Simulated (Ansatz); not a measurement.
Consider this structure.

```
Zr N
1.0
     5.59937    0.00000    0.00000
    -2.79968    4.84919    0.00000
     0.00000    0.00000   15.57823
Zr N
18 12
Direct
  0.67499 0.00000 0.25000
  0.32501 0.32501 0.25000
  0.00000 0.67499 0.25000
  0.33333 0.99168 0.41667
  0.00832 0.34165 0.41667
  0.65835 0.66667 0.41667
  0.34165 0.33333 0.58333
  0.99168 0.65835 0.58333
  0.66667 0.00832 0.58333
  0.00000 0.32501 0.75000
  0.67499 0.67499 0.75000
  0.32501 0.00000 0.75000
  0.00832 0.66667 0.91667
  0.65835 0.99168 0.91667
  0.33333 0.34165 0.91667
  0.66667 0.65835 0.08333
  0.34165 0.00832 0.08333
  0.99168 0.33333 0.08333
  0.66667 0.33333 0.17199
  0.33333 0.66667 0.32801
  0.00000 0.00000 0.33865
  0.66667 0.33333 0.49468
  0.33333 0.66667 0.50532
  0.00000 0.00000 0.66135
  0.66667 0.33333 0.67199
  0.33333 0.66667 0.82801
  0.00000 0.00000 0.83865
  0.66667 0.33333 0.99468
  0.33333 0.66667 0.00532
  0.00000 0.00000 0.16135
```

Q: Summarise the structure in words.

A: The material is Zr$_{3}$N$_{2}$. The structure has R-3c (No. 167) symmetry and a rhombohedral (trigonal R) lattice. The cell comprises 6 formula units: 18 Zr, 12 N. With all contacts inside bonding distance counted, the coordination numbers are Zr 16 and N 6.

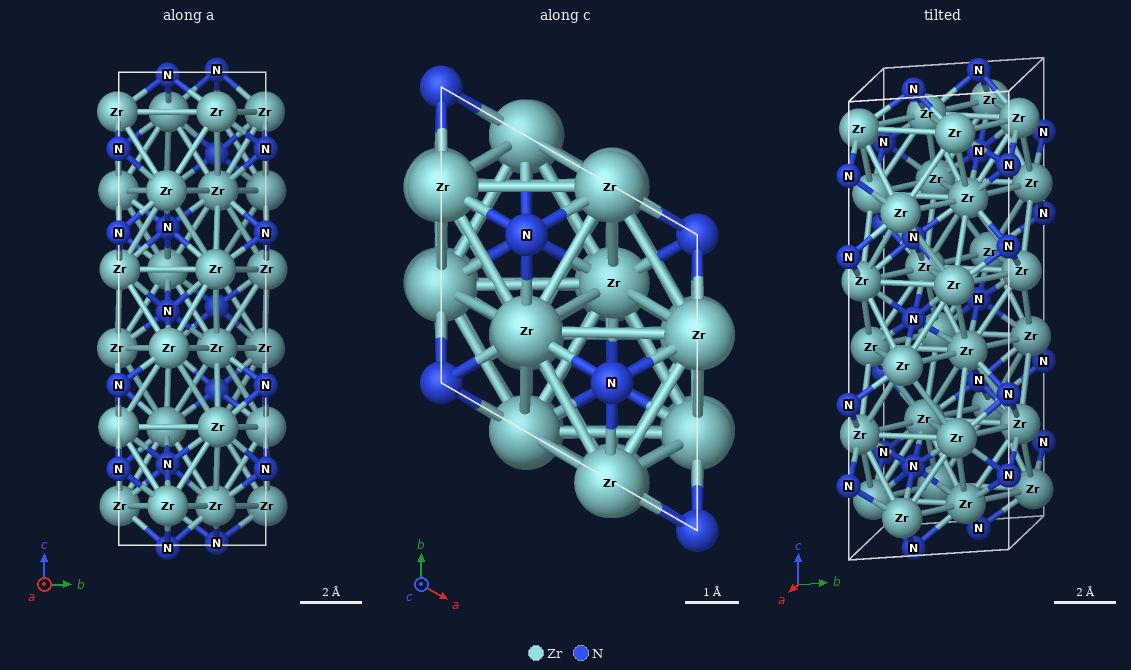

The figure gives a ball-and-stick picture of the atoms, viewed along the a axis, along the c axis and slightly off an axis. One conventional unit cell is framed, with atoms on its boundary repeated. Colours: zirconium light teal, nitrogen blue.

The model was built from a structure listed in the Materials Project. Earlier steps of the study may have refined or changed the cell and positions. It was run through Ansatz as a DFT input.
